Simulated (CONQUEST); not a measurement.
# BAs: 7 runs along one coordinate

System: BAs (F-43m, 4 atoms in the cell).
Method: Kohn-Sham DFT of a periodic cell, PBEsol, PseudoDojo NC PBEsol, no spin polarisation (CONQUEST 1.3).

The 7 runs differ only in the geometry, by an even scaling of the cell at fixed fractional positions. The structure derives from an entry of the Crystallography Open Database.

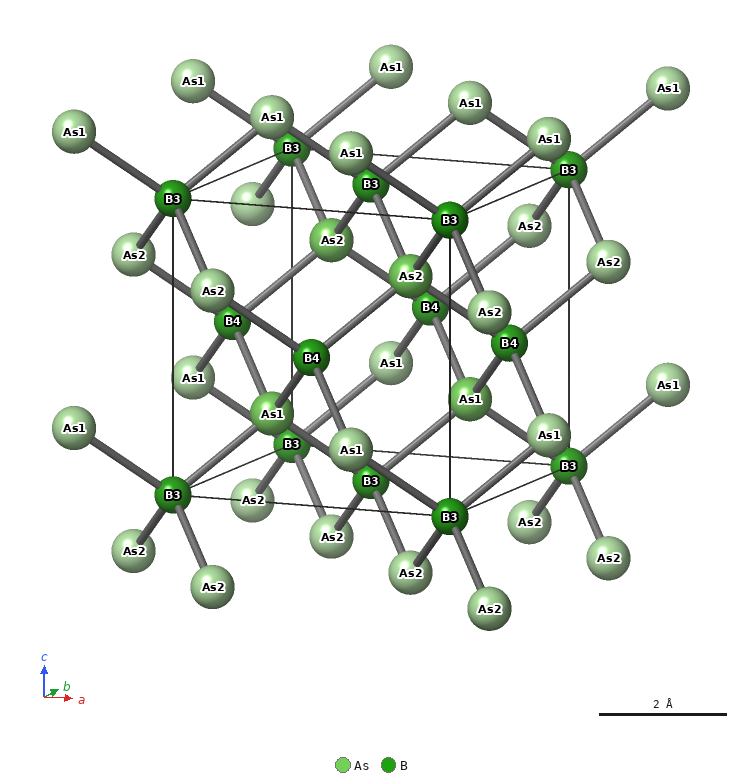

Figure 1. The structure of run 4 (ball-and-stick view of the cell 2 times as large as that of the calculation, set on its symmetry axes, seen slightly off an axis; neighbours outside the cell are drawn fainter; atoms are numbered from 1 in the order of the input). An atom can appear more than once, as a periodic image.

### Input of run 4
```
IO.Title BAs
IO.Coordinates coords.dat
IO.FractionalAtomicCoords T
IO.Iprint 2
IO.Iprint_init 1
General.NumberOfSpecies 2
General.PseudopotentialType hamann
AtomMove.TypeOfRun static
AtomMove.FullStress T
Grid.PointsAlongX 32
Grid.PointsAlongY 32
Grid.PointsAlongZ 48
DM.SolutionMethod diagon
Diag.MPMesh T
Diag.GammaCentred T
Diag.MPMeshX 8
Diag.MPMeshY 8
Diag.MPMeshZ 6
Diag.kT 0.00183747
minE.SCTolerance 1e-6
SC.MaxIters 100
IO.AtomChargeOutput T
%block ChemicalSpeciesLabel
1 74.920 As
2 10.810 B
%endblock
```

Command:
```bash
OMP_NUM_THREADS=1 Conquest
```

Lattice vectors (Å) and fractional positions of run 4:
```
   3.377849    0.000000    0.000000
   0.000000    3.377849    0.000000
   0.000000    0.000000    4.777000
As  0.000000  0.500000  0.250000
As  0.500000  0.000000  0.750000
B   0.000000  0.000000  0.000000
B   0.500000  0.500000  0.500000
```

Run 5 has the same physical settings and fractional positions; its lattice vectors (Å) are:
```
   3.400220    0.000000    0.000000
   0.000000    3.400220    0.000000
   0.000000    0.000000    4.808637
```

### Results, with one run withheld

| run | volume per atom (Å³) | free energy per atom, from the lowest run given (meV) | pressure (GPa) | gap on the mesh (eV) |
| --- | --- | --- | --- | --- |
| 1 | 12.809 | 35.28 | 12.42 | 1.06 |
| 2 | 13.081 | 17.53 | 8.32 | 1.08 |
| 3 | 13.354 | 6.11 | 5.13 | 1.10 |
| 4 | 13.626 | 0.00 | 2.01 | 1.12 |
| 5 | 13.899 | ? | ? | ? |
| 6 | 14.171 | 1.52 | −3.11 | 1.16 |
| 7 | 14.444 | 8.86 | −5.46 | 1.18 |

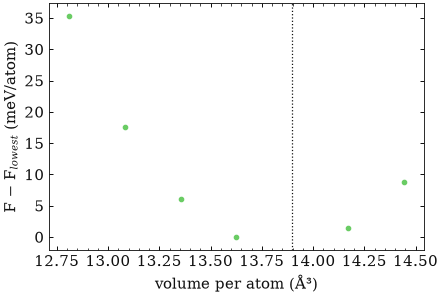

Figure 2. Free energy per atom of the runs given; the dotted line marks run 5.

Fit the runs given and predict run 5.

A cubic polynomial in V^(−2/3) (the Birch–Murnaghan form), fitted to the 6 runs given, misses them by at most 0.15 meV per atom. With x = V^(−2/3) − 0.17585 Å⁻², it reads F = 0.89692 + 2063.4 x + 4.3578e+05 x² + 59045 x³ (meV per atom). At run 5 it gives −1.44 meV per atom, and the run itself gives −1.32. The slope of the fit gives a pressure −dF/dV of −0.57 GPa there, and the run prints −0.45 GPa. The two needn't agree exactly: the fit is approximate, and the printed stress is taken on a finite basis. The fit has its minimum at 13.840 Å³ per atom, where V d²F/dV² gives 135 GPa: the bulk modulus at this level, since symmetry fixes the shape and the positions. The gap on the mesh goes, without turning, from 1.06 eV in run 1 to 1.18 eV in run 7; run 5 has 1.14 eV. These are gaps of this functional on this mesh, which can miss the band edges; they aren't the measured gap.

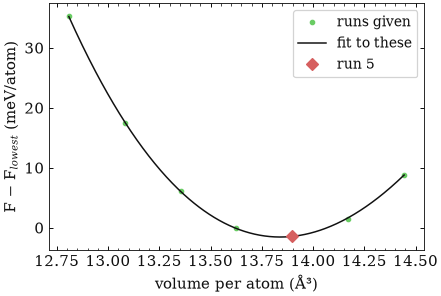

Figure 3. The fit and the withheld run.

### Some lines of the output (run 5)
```
[...]
          DFT Total Energy                 :      -217.667510282330539 Ha
          DFT Total Energy                 :      -217.712020759794569 Ha
          DFT Total Energy                 :      -217.713584930479414 Ha
          Free Energy (E-TS)               :      -217.713638061804630 Ha
          DFT Total Energy                 :      -217.713633883327674 Ha
          Free Energy (E-TS)               :      -217.713634879876452 Ha
          DFT Total Energy                 :      -217.713634776343156 Ha
          Free Energy (E-TS)               :      -217.713634854467870 Ha
          DFT Total Energy                 :      -217.713634799698013 Ha
          Free Energy (E-TS)               :      -217.713634830636977 Ha
          DFT Total Energy                 :      -217.713634819283499 Ha
      | Free Energy as E-TS      =      -217.713634830636977 Ha
      |* DFT total energy        =      -217.713634819283499 Ha
    force: Average pressure:     -0.44550277 GPa
```

Notes: With a small basis of atomic orbitals these values can differ much from converged plane-wave results.
